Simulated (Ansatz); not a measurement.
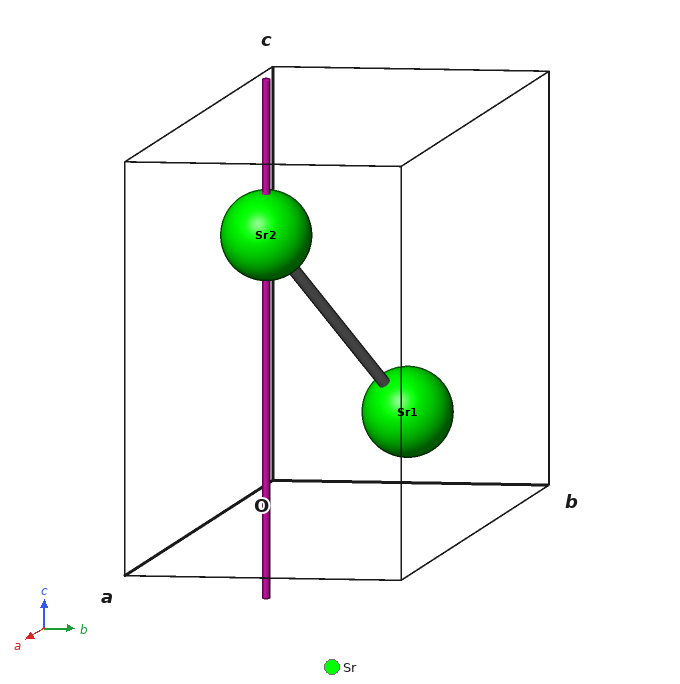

The coloured rod is the axis of a symmetry operation of the crystal. Crystal: Sr, the input geometry of an electronic-structure calculation (not necessarily at equilibrium); the starting structure was generated, so it need not be a known form of this composition. The drawing is computed from the coordinates (standard cell, symmetry found to 0.002 Å).

a = 4.357 Å, b = 4.357 Å, c = 7.142 Å, α = 90.00°, β = 90.00°, γ = 120.00°.

| atom | x | y | z |
| --- | --- | --- | --- |
| Sr1 | 0.3333 | 0.6667 | 0.2500 |
| Sr2 | 0.6667 | 0.3333 | 0.7500 |

Take the operation x, y, z → −x+y+1, −x+1, z.

**What kind of operation is it, and where does it lie?**

It is a 3-fold rotation, about the line along [0 0 1] through (2/3, 1/3, 1/2).

**Onto which atom does it carry each atom (up to whole multiples of a, b and c)?**

Sr1 → Sr1, Sr2 → Sr2.

**What is the crystal's space group?**

No. 194, P6_3/mmc.
